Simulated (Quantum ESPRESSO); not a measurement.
# two Co on Zn sites of ZnO, 3.21 Å apart: parallel and opposed starts

Does two Co on Zn sites of ZnO, 3.21 Å apart prefer parallel or opposed moments?

Method: PBE; plane waves with GBRV 1.5 PBE potentials, no spin-orbit coupling, in Quantum ESPRESSO 7.5.

**1. Set-up**

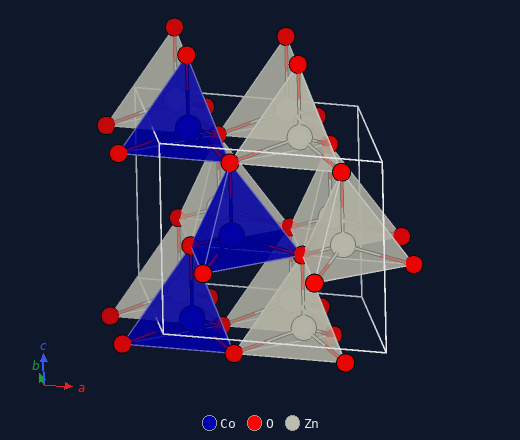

Start, viewed slightly off an axis; cobalt blue, oxygen red, zinc light grey. Some periodic images of atoms are drawn too.

The cell holds 16 atoms: 2 Co, 8 O and 6 Zn. Cell: a = 6.500 Å, b = 6.500 Å, c = 5.207 Å, α = 90.0°, β = 90.0°, γ = 120.0°. It derives from ZnO.

The lattice constants of the host were typed from memory of published values.

**2. Run 1 (ferro ++)**

The signs are those of the starting moments on the seeded atoms, the atoms that are given a moment.

File pw.in:

```
&CONTROL
  calculation = 'scf'
  prefix = 'pwscf'
  outdir = './tmp'
  pseudo_dir = './pseudo'
  disk_io = 'nowf'
/
&SYSTEM
  ibrav = 0
  celldm(1) = 8
  nat = 16
  ntyp = 3
  ecutwfc = 40
  ecutrho = 280
  nbnd = 126
  occupations = 'smearing'
  smearing = 'fd'
  degauss = 0.00367493
  nspin = 2
  starting_magnetization(1) = 0.1588
  starting_magnetization(2) = 0
  starting_magnetization(3) = 0
/
&ELECTRONS
  conv_thr = 3.2d-08
  electron_maxstep = 150
  mixing_beta = 0.3
/
ATOMIC_SPECIES
Co     58.9332 co_pbe_v1.2.uspp.F.UPF
O      15.9990 o_pbe_v1.2.uspp.F.UPF
Zn     65.3800 zn_pbe_v1.uspp.F.UPF
CELL_PARAMETERS alat
   1.5354024762584    0.0000000000000    0.0000000000000
  -0.7677012381292    1.3296975200411    0.0000000000000
   0.0000000000000    0.0000000000000    1.2299754913658
ATOMIC_POSITIONS crystal
Co      0.1666666700    0.3333333300    0.0000000000
Co      0.3333333300    0.1666666700    0.5000000000
O       0.1666666700    0.3333333300    0.3820000000
O       0.3333333300    0.1666666700    0.8820000000
Zn      0.1666666700    0.8333333300    0.0000000000
Zn      0.3333333300    0.6666666700    0.5000000000
O       0.1666666700    0.8333333300    0.3820000000
O       0.3333333300    0.6666666700    0.8820000000
Zn      0.6666666700    0.3333333300    0.0000000000
Zn      0.8333333300    0.1666666700    0.5000000000
O       0.6666666700    0.3333333300    0.3820000000
O       0.8333333300    0.1666666700    0.8820000000
Zn      0.6666666700    0.8333333300    0.0000000000
Zn      0.8333333300    0.6666666700    0.5000000000
O       0.6666666700    0.8333333300    0.3820000000
O       0.8333333300    0.6666666700    0.8820000000
K_POINTS automatic
4 4 5 0 0 0
```

Started as:

```bash
$ OMP_NUM_THREADS=1 mpirun -n 4 pw.x -nk 4 -in pw.in > pw.out
```

The log of the run:

```text
Program PWSCF v.7.5 starts

     Message from routine setup:
     using ibrav=0 with symmetry is DISCOURAGED, use correct ibrav instead

     K-points division:     npool     =       4
     Subspace diagonalization in iterative solution of the eigenvalue problem:

     G-vector sticks info
     --------------------
     sticks:   dense  smooth     PW     G-vecs:    dense   smooth      PW
     Sum        2905    1663    475               101633    43977    6555

     Using Slab Decomposition

     bravais-lattice index     =            0
     lattice parameter (alat)  =       8.0000  a.u.
     unit-cell volume          =    1285.7055 (a.u.)^3
     number of atoms/cell      =           16
     number of atomic types    =            3
     number of electrons       =       202.00
     number of Kohn-Sham states=          126
     kinetic-energy cutoff     =      40.0000  Ry
     charge density cutoff     =     280.0000  Ry
     scf convergence threshold =      3.2E-08
     mixing beta               =       0.3000
     number of iterations used =            8  plain     mixing
     Exchange-correlation= SLA  PW   PBE  PBE
                           (   1   4   3   4   0   0   0)

     celldm(1)=   8.000000  celldm(2)=   0.000000  celldm(3)=   0.000000
     celldm(4)=   0.000000  celldm(5)=   0.000000  celldm(6)=   0.000000

     crystal axes: (cart. coord. in units of alat)
               a(1) = (   1.535402   0.000000   0.000000 )
               a(2) = (  -0.767701   1.329698   0.000000 )
               a(3) = (   0.000000   0.000000   1.229975 )

     reciprocal axes: (cart. coord. in units 2 pi/alat)
               b(1) = (  0.651295  0.376025 -0.000000 )
               b(2) = (  0.000000  0.752051  0.000000 )
               b(3) = (  0.000000 -0.000000  0.813024 )

     PseudoPot. # 1 for Co read from file:
     co_pbe_v1.2.uspp.F.UPF
     Pseudo is Ultrasoft + core correction, Zval = 17.0
     Generated by new atomic code, or converted to UPF format
     Using radial grid of  863 points,  6 beta functions with:
                l(1) =   0
                l(2) =   0
                l(3) =   1
                l(4) =   1
                l(5) =   2
                l(6) =   2
     Q(r) pseudized with  8 coefficients,  rinner =    1.200   1.200   1.200
                                                       1.200   1.200

     PseudoPot. # 2 for O  read from file:
     o_pbe_v1.2.uspp.F.UPF
     Pseudo is Ultrasoft + core correction, Zval =  6.0
     Generated by new atomic code, or converted to UPF format
     Using radial grid of  737 points,  5 beta functions with:
                l(1) =   0
                l(2) =   0
                l(3) =   1
                l(4) =   1
                l(5) =   2
     Q(r) pseudized with  8 coefficients,  rinner =    0.900   0.900   0.900
                                                       0.900   0.900

     PseudoPot. # 3 for Zn read from file:
     zn_pbe_v1.uspp.F.UPF
     Pseudo is Ultrasoft, Zval = 20.0
     Generated by new atomic code, or converted to UPF format
     Using radial grid of  943 points,  6 beta functions with:
                l(1) =   0
                l(2) =   0
                l(3) =   1
                l(4) =   1
                l(5) =   2
                l(6) =   2
     Q(r) pseudized with  8 coefficients,  rinner =    1.100   1.100   1.100
                                                       1.100   1.100

     atomic species   valence    mass     pseudopotential
     Co               17.00    58.93320     Co( 1.00)
     O                 6.00    15.99900     O ( 1.00)
     Zn               20.00    65.38000     Zn( 1.00)

     Starting magnetic structure
     atomic species   magnetization
     Co              0.159
     O               0.000
     Zn              0.000

      4 Sym. Ops. (no inversion) found ( 3 have fractional translation)

   Cartesian axes

     site n.     atom                  positions (alat units)
         1        Co     tau(   1) = (   0.0000000   0.4432325   0.0000000  )
         2        Co     tau(   2) = (   0.3838506   0.2216163   0.6149877  )
         3        O      tau(   3) = (   0.0000000   0.4432325   0.4698506  )
         4        O      tau(   4) = (   0.3838506   0.2216163   1.0848384  )
         5        Zn     tau(   5) = (  -0.3838506   1.1080813   0.0000000  )
         6        Zn     tau(   6) = (  -0.0000000   0.8864650   0.6149877  )
         7        O      tau(   7) = (  -0.3838506   1.1080813   0.4698506  )
         8        O      tau(   8) = (  -0.0000000   0.8864650   1.0848384  )
         9        Zn     tau(   9) = (   0.7677012   0.4432325   0.0000000  )
        10        Zn     tau(  10) = (   1.1515518   0.2216163   0.6149877  )
        11        O      tau(  11) = (   0.7677012   0.4432325   0.4698506  )
        12        O      tau(  12) = (   1.1515518   0.2216163   1.0848384  )
        13        Zn     tau(  13) = (   0.3838506   1.1080813   0.0000000  )
        14        Zn     tau(  14) = (   0.7677012   0.8864650   0.6149877  )
        15        O      tau(  15) = (   0.3838506   1.1080813   0.4698506  )
        16        O      tau(  16) = (   0.7677012   0.8864650   1.0848384  )

     number of k points=    21  Fermi-Dirac smearing, width (Ry)=  0.0037
                       cart. coord. in units 2pi/alat
        k(    1) = (   0.0000000   0.0000000   0.0000000), wk =   0.0125000
        k(    2) = (   0.0000000   0.0000000   0.1626049), wk =   0.0250000
        k(    3) = (   0.0000000   0.0000000   0.3252097), wk =   0.0250000
        k(    4) = (   0.0000000   0.1880127   0.0000000), wk =   0.0500000
        k(    5) = (   0.0000000   0.1880127   0.1626049), wk =   0.1000000
        [... 16 further k-points ...]

     Dense  grid:   101633 G-vectors     FFT dimensions: (  72,  72,  54)

     Smooth grid:    43977 G-vectors     FFT dimensions: (  50,  50,  40)

     Check: negative core charge=   -0.000014
     Generating pointlists ...
     new r_m :   0.1924 (alat units)  1.5391 (a.u.) for type    1
     new r_m :   0.1924 (alat units)  1.5391 (a.u.) for type    2
     new r_m :   0.1924 (alat units)  1.5391 (a.u.) for type    3

     Initial potential from superposition of free atoms

     starting charge     199.9991, renormalised to     202.0000
     Starting wfcs are  136 randomized atomic wfcs

     Self-consistent Calculation

     iteration #  1     ecut=    40.00 Ry     beta= 0.30
     Davidson diagonalization with overlap
     ethr =  1.00E-02,  avg # of iterations =  4.1

     total energy              =   -3610.09875523 Ry
     estimated scf accuracy    <      35.88846898 Ry

     total magnetization       =     0.41 Bohr mag/cell
     absolute magnetization    =     0.94 Bohr mag/cell

     iteration #  2     ecut=    40.00 Ry     beta= 0.30
     Davidson diagonalization with overlap
     ethr =  1.00E-02,  avg # of iterations =  3.0

     total energy              =   -3617.21111127 Ry
     estimated scf accuracy    <     115.27740457 Ry

     total magnetization       =     0.07 Bohr mag/cell
     absolute magnetization    =     0.20 Bohr mag/cell

     iteration #  3     ecut=    40.00 Ry     beta= 0.30
     Davidson diagonalization with overlap
     ethr =  1.00E-02,  avg # of iterations =  3.5

     total energy              =   -3624.74076557 Ry
     estimated scf accuracy    <       4.21293984 Ry

     total magnetization       =     5.20 Bohr mag/cell
     absolute magnetization    =     5.20 Bohr mag/cell

     [... further iterations left out ...]

     iteration # 12     ecut=    40.00 Ry     beta= 0.30
     Davidson diagonalization with overlap
     ethr =  3.49E-09,  avg # of iterations =  2.0

     total energy              =   -3624.92989945 Ry
     estimated scf accuracy    <       0.00000158 Ry

     total magnetization       =     6.05 Bohr mag/cell
     absolute magnetization    =     6.10 Bohr mag/cell

     iteration # 13     ecut=    40.00 Ry     beta= 0.30
     Davidson diagonalization with overlap
     ethr =  7.81E-10,  avg # of iterations =  2.0

     total energy              =   -3624.92990004 Ry
     estimated scf accuracy    <       0.00000027 Ry

     total magnetization       =     6.05 Bohr mag/cell
     absolute magnetization    =     6.10 Bohr mag/cell

     iteration # 14     ecut=    40.00 Ry     beta= 0.30
     Davidson diagonalization with overlap
     ethr =  1.36E-10,  avg # of iterations =  2.0

     total energy              =   -3624.92990024 Ry
     estimated scf accuracy    <       0.00000008 Ry

     total magnetization       =     6.05 Bohr mag/cell
     absolute magnetization    =     6.10 Bohr mag/cell

     iteration # 15     ecut=    40.00 Ry     beta= 0.30
     Davidson diagonalization with overlap
     ethr =  4.12E-11,  avg # of iterations =  2.0

     Magnetic moment per site  (integrated on atomic sphere of radius R)
     atom   1 (R=0.192)  charge= 14.2830  magn=  2.3691
     atom   2 (R=0.192)  charge= 14.2830  magn=  2.3691
     atom   3 (R=0.192)  charge=  5.4273  magn=  0.1578
     atom   4 (R=0.192)  charge=  5.4273  magn=  0.1578
     atom   5 (R=0.192)  charge= 17.4194  magn=  0.0106
     atom   6 (R=0.192)  charge= 17.4194  magn=  0.0106
     atom   7 (R=0.192)  charge=  5.4310  magn=  0.0839
     atom   8 (R=0.192)  charge=  5.4310  magn=  0.0839
     atom   9 (R=0.192)  charge= 17.4194  magn=  0.0106
     atom  10 (R=0.192)  charge= 17.4194  magn=  0.0106
     atom  11 (R=0.192)  charge=  5.4310  magn=  0.0839
     atom  12 (R=0.192)  charge=  5.4310  magn=  0.0839
     atom  13 (R=0.192)  charge= 17.4203  magn=  0.0068
     atom  14 (R=0.192)  charge= 17.4203  magn=  0.0068
     atom  15 (R=0.192)  charge=  5.4330  magn=  0.0009
     atom  16 (R=0.192)  charge=  5.4330  magn=  0.0009

     End of self-consistent calculation

     [... lines left out ...]
     the Fermi energy is    10.6217 ev

!    total energy              =   -3624.92990038 Ry
     estimated scf accuracy    <       0.00000002 Ry
     smearing contrib. (-TS)   =      -0.00109828 Ry
     internal energy E=F+TS    =   -3624.92880209 Ry

     The total energy is F=E-TS. E is the sum of the following terms:
     one-electron contribution =   -2867.19231018 Ry
     hartree contribution      =    1520.43323102 Ry
     xc contribution           =    -377.72224428 Ry
     ewald contribution        =   -1900.44747866 Ry

     total magnetization       =     6.05 Bohr mag/cell
     absolute magnetization    =     6.10 Bohr mag/cell

     convergence has been achieved in  15 iterations

=------------------------------------------------------------------------------=
   JOB DONE.
=------------------------------------------------------------------------------=
```

It took 4.8 min on 4 MPI ranks of Arm Neoverse V2, shared host; peak memory 1.3 GiB; 19 min of CPU time.

Spin moment in the atom's sphere by atom:

| atom | spin moment in the atom's sphere (μB) |
| --- | --- |
| Co1 | 2.37 |
| Co2 | 2.37 |
| O3 | 0.16 |
| O4 | 0.16 |
| Zn5 | 0.01 |
| Zn6 | 0.01 |
| O7 | 0.08 |
| O8 | 0.08 |
| Zn9 | 0.01 |
| Zn10 | 0.01 |
| O11 | 0.08 |
| O12 | 0.08 |
| Zn13 | 0.01 |
| Zn14 | 0.01 |
| O15 | 0.00 |
| O16 | 0.00 |

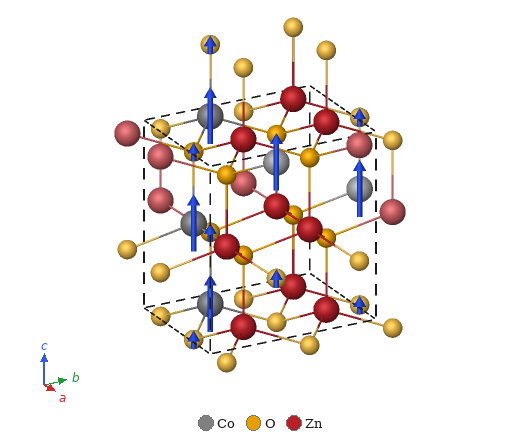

Spin moment in the atom's sphere as arrows, the longest 2.37 μB. Up and down stand for the sign. Arrows give size and sign along the axis of quantisation, drawn up and down the page. Each arrow also spans its atom, so small moments look longer than they are. Some periodic images of atoms are drawn too.

This step gave:

```yaml
smearing_term_ts: 0.01494 eV
magnetization: 6.052 μB
absolute_magnetization: 6.103 μB
final_state: ferromagnetic
```

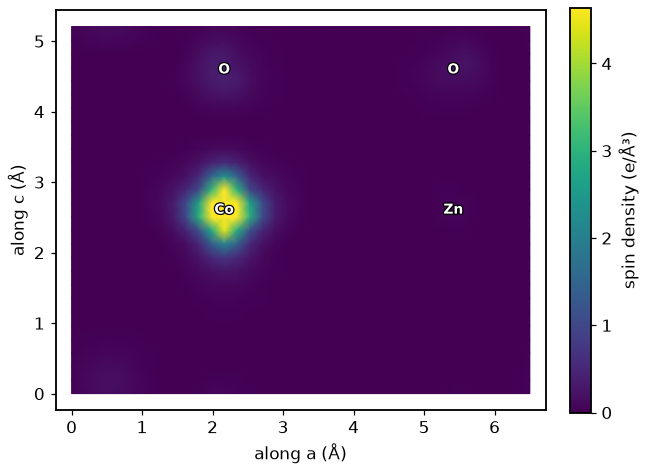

Spin density in the ac plane at fractional y = 0.167, with atoms of Co and O and Zn within 0.2 Å of it.

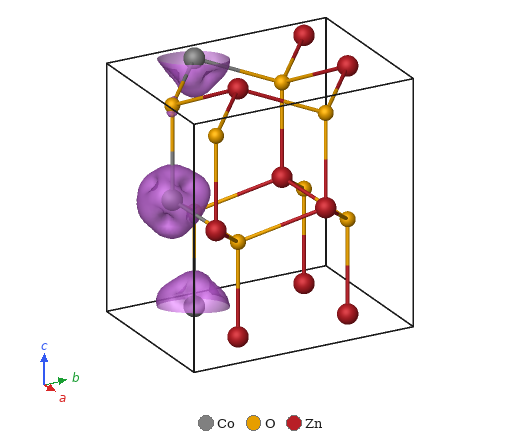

Surface of spin density = 0.34 e/Å³, which holds about 70 % of the integral of its size.

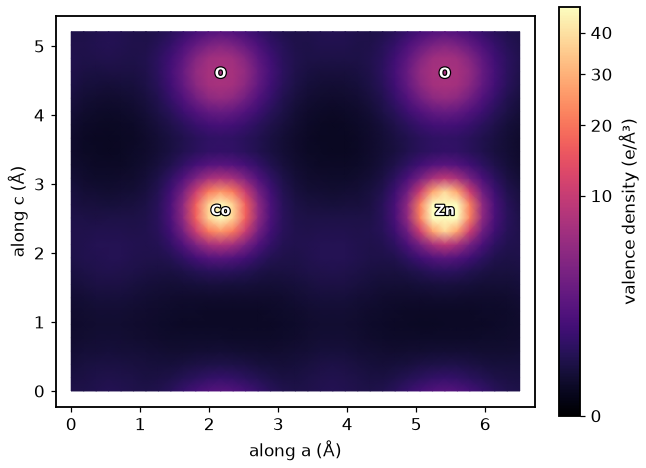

Valence density in the ac plane at fractional y = 0.167, with atoms of Co and O and Zn within 0.2 Å of it. It is the smooth field of the valence electrons, not physical close to the nuclei. The colour scale is stretched toward low values.

(Part 1 of 2 ends here.)

[Logs and program files are shortened in this print: banners, set-up blocks, solver, clock and traceback lines can be left out without a mark of their own.]

[Logs are printed without paths, hosts, clocks, repeated set-up lines and the standing remarks that a program may print on its own settings, such as how far it seeks lower states.]

[Hosts, paths, dates, database ids (printed as entryN), source tags and the programs' standing remarks are cut or masked in the printed files.]

[Where a cell is said to come from a database of computed structures, the database is the Materials Project.]
